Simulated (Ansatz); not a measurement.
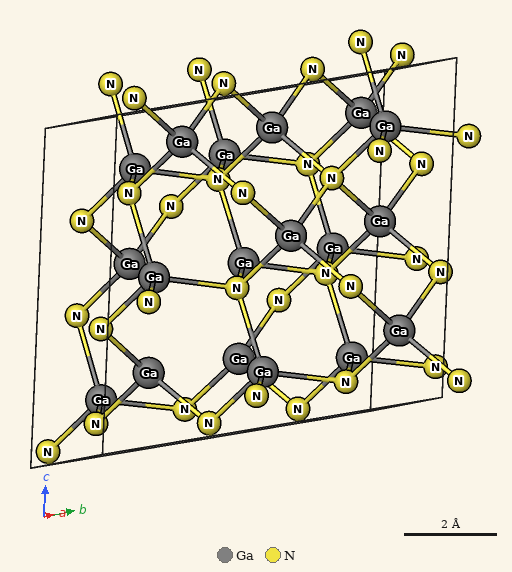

This is the input geometry for a relaxation of a defect cell of composition Ga$_{18}$N$_{17}$ (cell charge +3). The picture is a ball-and-stick view of the cell of the calculation (origin shifted), seen from a free direction.

All numbers below come from DFT PBEsol, scalar-relativistic, plane waves, PAW (Ansatz).

Set-up: plane-wave cutoff 420 eV; k-point mesh 2 × 2 × 2; occupations gaussian; smearing width 0.02 eV; mesh shifted by (0.5, 0.5, 0.5); collinear spin; atoms relaxed in a fixed cell; force threshold 0.03 eV/Å; at most 40 steps.

```xyz
35
Lattice="4.7742 2.7564 -5.1852 0.0000 -5.5128 -5.1852 -4.7742 2.7564 -5.1852" Properties=species:S:1:pos:R:3 pbc="T T T"
Ga   -0.0043   -1.8398   -2.6019
Ga   -1.5871    0.9219   -2.5978
Ga   -1.5910    0.9121   -7.7830
Ga    1.5901    0.9121   -7.7830
Ga    1.5862    0.9219   -2.5978
Ga   -3.1776   -1.8360   -7.7830
Ga   -0.0005   -1.8383   -7.7776
Ga   -0.0005    3.6745   -7.7706
Ga    3.1767   -1.8360   -7.7830
Ga    3.1695    1.8373   -5.1768
Ga    1.5840   -0.9235  -10.3644
Ga   -3.1708    1.8510   -5.1889
Ga   -0.0005    1.8449   -5.1792
Ga   -0.0005   -3.6688   -5.1843
Ga   -0.0001    1.8184  -10.3627
Ga   -1.5858   -0.9230   -5.1843
Ga   -1.5849   -0.9235  -10.3644
Ga    1.5848   -0.9230   -5.1843
N     3.1912   -1.8438  -11.0132
N    -1.6011    0.9131   -5.8280
N     1.6001    0.9131   -5.8280
N    -3.1922   -1.8438  -11.0132
N     1.5906    0.9286  -11.0132
N    -0.0005   -1.8383   -5.8220
N    -0.0005   -1.8383  -11.0130
N    -1.5916    0.9286  -11.0132
N     3.1866    1.8344   -8.3992
N     1.5828   -0.9241  -13.6148
N    -3.1876    1.8344   -8.3992
N    -0.0005    1.8463   -8.4296
N    -0.0005   -3.6746   -8.4193
N    -0.0005    1.8419  -13.5844
N    -1.5908   -0.9201   -8.4193
N    -1.5838   -0.9241  -13.6148
N     1.5898   -0.9201   -8.4193
```

Q: Where does the relaxation end?

A: The largest move is that of Ga1, 0.41 Å along [1 1 1]. Largest moves by element: Ga 0.41 Å, N 0.03 Å. The lattice vectors keep their values. Near-neighbour distances that change, for instance: Ga10–N19 1.944 → 1.869 Å, Ga10–N21 1.934 → 1.869 Å, Ga7–N24 1.956 → 1.977 Å, Ga14–N19 1.946 → 1.927 Å. Among the angles between lasting bonds that change: Ga1–N32–Ga14 108.4° → 96.3°, Ga10–N21–Ga13 108.9° → 98.1°, Ga8–N34–Ga10 110.4° → 119.0°. The energy falls by 1.497 eV per cell of the calculation in 4 accepted moves (5 points after the start). The largest force component goes from 1.3 to 0.022 eV/Å. 1 step only repeated the SCF at the same geometry. The program noted that the starting moments weren't kept.

After the run, drawn alike:

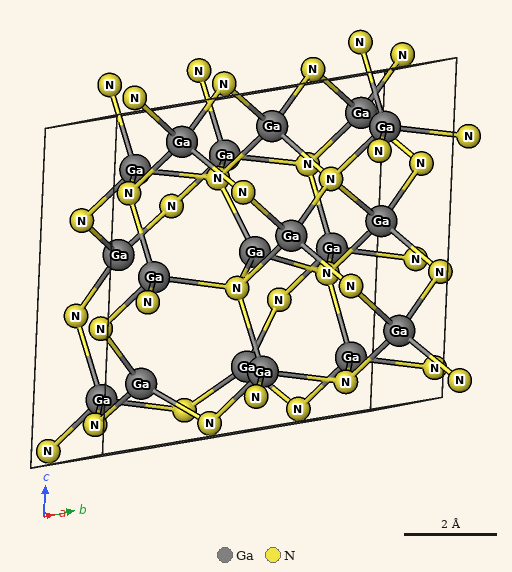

Limits of the set-up: the periodic images lie only 7.6 Å apart, so the values are limited by the cell's size; the cell is charged, on a uniform background, and energies carry no finite-size correction.
